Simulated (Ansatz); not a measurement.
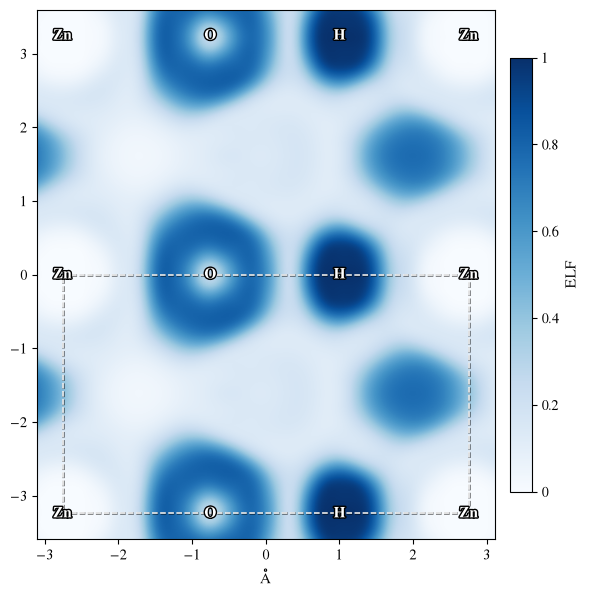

*Zn$_{4}$HO$_{4}$ (distorted or defective cell). ELF on the (010) plane of the calculation cell.*

Not relaxed (largest force 0.9 eV/Å); computed pressure about 5 GPa in this cell; computed without spin polarisation; PAW files of the earlier set (soft_1).

Method: Ansatz 0.2.0, DFT PBEsol, scalar-relativistic, plane waves, PAW.

What do the fields say about this system?

Answer.
- The section cuts through Zn, O and H sites.
- Atoms just off the plane (Zn, 0.7 Å away and O, 0.7 Å away) can leave unmarked features too.
- Zn–H (1.75 Å): the ELF climbs to about 1 towards the hydrogen.
- Zn–O (2.01 Å): the ELF peaks at about 0.80 in the valence shell of O, 0.6 Å from its nucleus, and is about 0.25 at the midpoint; no localised pair shows between them.
